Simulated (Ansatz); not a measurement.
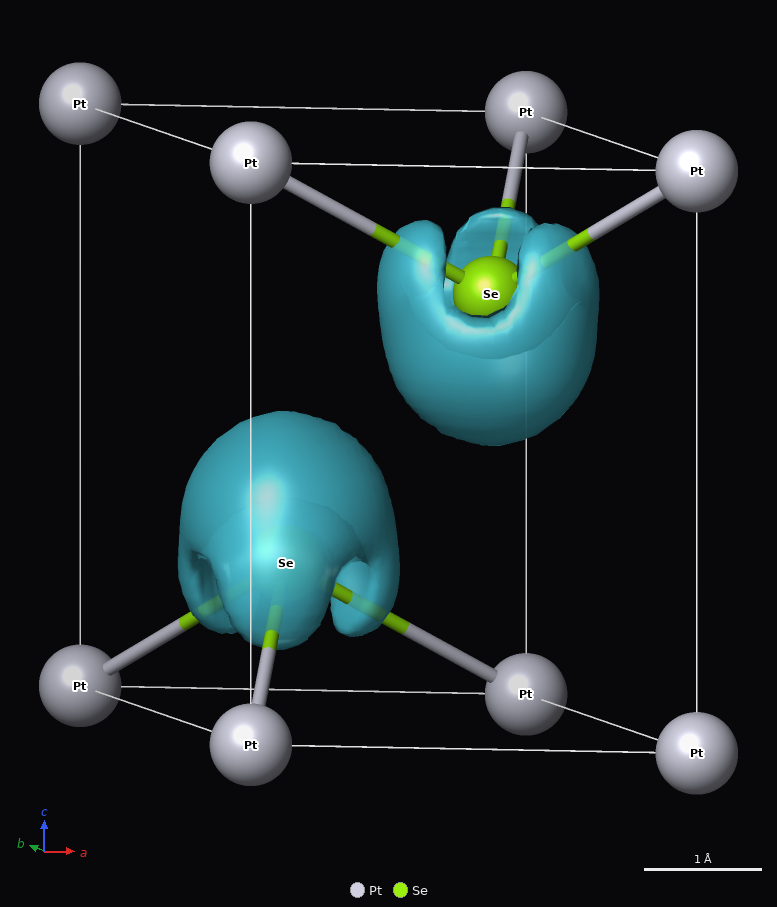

*PtSe₂. Isosurface of the electron localisation function at 0.75 (cyan), seen slightly off an axis. Core shells and regions of very low density are left out. Sticks mark near contacts.*

Space group P-3m1; computed pressure about −3 GPa in this cell.

Computed with Ansatz, Kohn-Sham DFT of a periodic cell, PBE, Ansatz PAW.

Core electrons are frozen (PAW), and the valence fields are smoothed inside the atomic spheres.

What do the ELF domains correspond to?

Answer. The ELF exceeds this value in two regions wrapped around Se (the valence shell of each), counted in one cell of 3 atoms. Any copies at cell faces, edges or corners count once. Profiles from the grid: Pt–Se (2.57 Å): the ELF is about 0.50 at the midpoint.

Metal or insulator at this level of theory?

Answer. It is gapless in this calculation (a metal or semimetal); semilocal functionals without U, or without the true magnetic order, often close the gap of such compounds.
